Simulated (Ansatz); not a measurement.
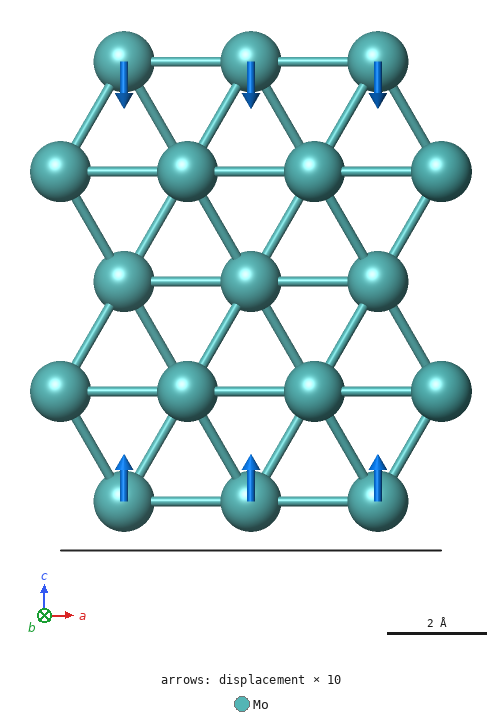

A (1 1 0) slab of Mo as cut from the relaxed bulk. The blue arrows show how the atoms are displaced, magnified 10 times. A ball-and-stick model of the 3 × 3 repeat of the cell, outlined in the plane, without the vacuum, seen along the b axis.

Computed with DFT PBE, scalar-relativistic, plane waves, PAW (Ansatz 0.2.0). (plane-wave cutoff 420 eV; occupations gaussian; smearing width 0.1 eV; no spin polarisation) The k-mesh is chosen for each cell (13×13×15, 13×13×1).

Question: What was done to the structure, and with what result?

Answer: The atoms of the slab are relaxed at the bulk's in-plane cell. The surface energy (mean of the two faces) falls from 2.93 to 2.85 J/m². The top spacing, between the Mo and Mo planes, goes from 2.23 to 2.13 Å (−4.9 %), the bottom one (Mo to Mo) from 2.23 to 2.13 Å (−4.9 %). The lattice vectors keep their values. The largest moves relative to the layer's centre, 0.097 Å, are those of Mo atoms. Among the bonded contacts that change: Mo–Mo 2.737 → 2.648 to 2.748 Å.
